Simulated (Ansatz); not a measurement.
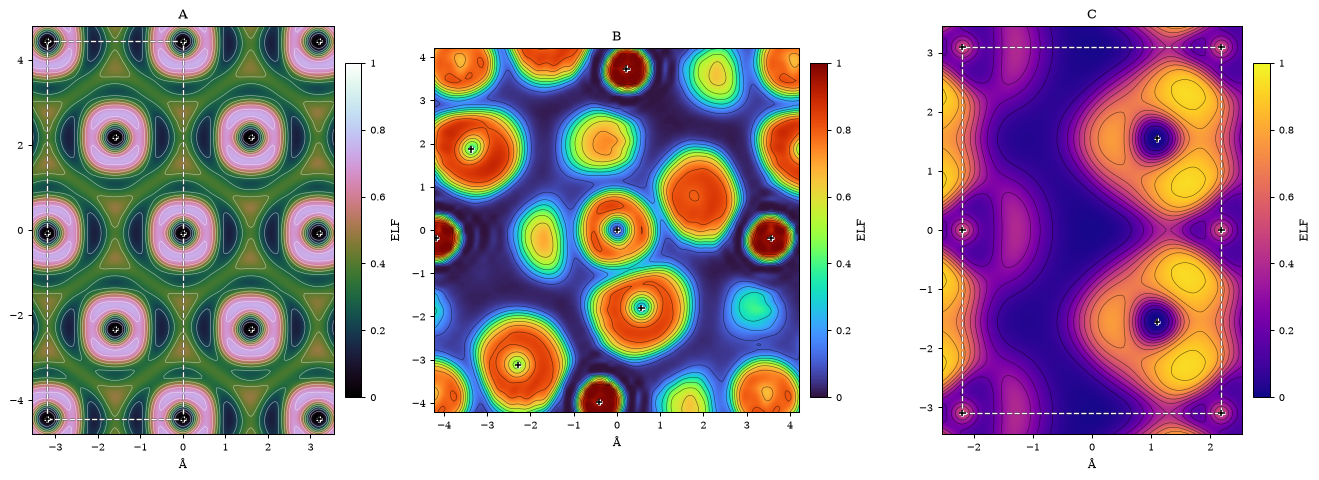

The electron localisation function of 3 systems, each on a plane through atoms (crosses mark nuclei in the plane).

Computed with DFT PBE, scalar-relativistic, plane waves, PAW in Ansatz 0.2.0.

System 1: W, the (010) plane of the conventional cell. Space group Cmme; not relaxed (largest force 1.5 eV/Å); computed pressure about 3 GPa in this cell.

```
CELL_PARAMETERS angstrom
3.19460 0.00000 0.00000
0.00000 3.19460 -3.19460
0.00000 6.28313 6.28313
ATOMIC_POSITIONS crystal
W 0.50000 0.25000 0.38133
W 0.00000 0.75000 0.38133
W 0.50000 0.75000 0.61867
W 0.00000 0.25000 0.61867
W 0.50000 0.25000 0.87289
W 0.00000 0.75000 0.87289
W 0.50000 0.75000 0.12711
W 0.00000 0.25000 0.12711
```

System 2: Li8Nb7O25 (cell with a defect), the (100) plane of the calculation cell. The program warned that a starting moment wasn't kept; spin-polarised.

```
CELL_PARAMETERS angstrom
-5.24540 3.02844 -4.81705
5.24540 3.02844 -4.81705
0.00000 -6.05687 -4.81705
ATOMIC_POSITIONS crystal
Li 0.81255 0.31445 0.80547
Li 0.35734 0.84398 0.86945
Li 0.87192 0.87464 0.32794
Li 0.32850 0.38824 0.37119
Li 0.14082 0.64455 0.13761
Li 0.63423 0.16286 0.12879
Li 0.13037 0.11735 0.63098
Li 0.65693 0.62782 0.63291
O 0.62015 0.08739 0.57170
Nb 0.12461 0.65681 0.65489
Nb 0.65159 0.63395 0.15576
Nb 0.17809 0.13959 0.15720
Nb 0.36831 0.84610 0.36941
Nb 0.87815 0.34637 0.36150
Nb 0.36935 0.37768 0.84158
Nb 0.83673 0.86939 0.87371
O 0.09889 0.39611 0.25245
O 0.59456 0.87977 0.27308
O 0.06592 0.89118 0.75967
O 0.58507 0.41918 0.75991
O 0.89102 0.75621 0.09195
O 0.39277 0.27138 0.07865
O 0.92783 0.27028 0.57792
O 0.39133 0.77302 0.60072
O 0.24299 0.59459 0.89399
O 0.75800 0.08655 0.91727
O 0.27487 0.08686 0.38947
O 0.76463 0.57462 0.39008
O 0.89379 0.62709 0.72609
O 0.30268 0.13075 0.79795
O 0.94180 0.11714 0.23465
O 0.42027 0.60958 0.25665
O 0.14001 0.19938 0.89551
O 0.61108 0.74904 0.92782
O 0.11627 0.74992 0.42093
O 0.63168 0.20228 0.42811
O 0.72910 0.40363 0.12620
O 0.25602 0.91070 0.11819
O 0.75066 0.95940 0.57776
O 0.24987 0.43619 0.61395
```

System 3: SiC, the (101) plane of the conventional cell. Space group F-43m.

```xyz
8
Lattice="4.3797 0.0000 0.0000 0.0000 0.0000 -4.3797 0.0000 4.3797 0.0000" Properties=species:S:1:pos:R:3 pbc="T T T"
Si    2.1899    0.0000   -2.1899
Si    0.0000    2.1899   -2.1899
Si    0.0000    0.0000    0.0000
Si    2.1899    2.1899    0.0000
C     3.2848    1.0949   -3.2848
C     1.0949    3.2848   -3.2848
C     1.0949    1.0949   -1.0949
C     3.2848    3.2848   -1.0949
```

**Which map belongs to which system?**

Panel A is system 1, W: the plane holds W. W–W (2.65 Å): the ELF is about 0.40 at the midpoint. Panel B is system 2, Li8Nb7O25: the plane holds Li, Nb and O. Panel C is system 3, SiC: the plane holds Si and C. Si–C (1.90 Å): the ELF peaks at about 0.95 between the atoms (a covalent bond).
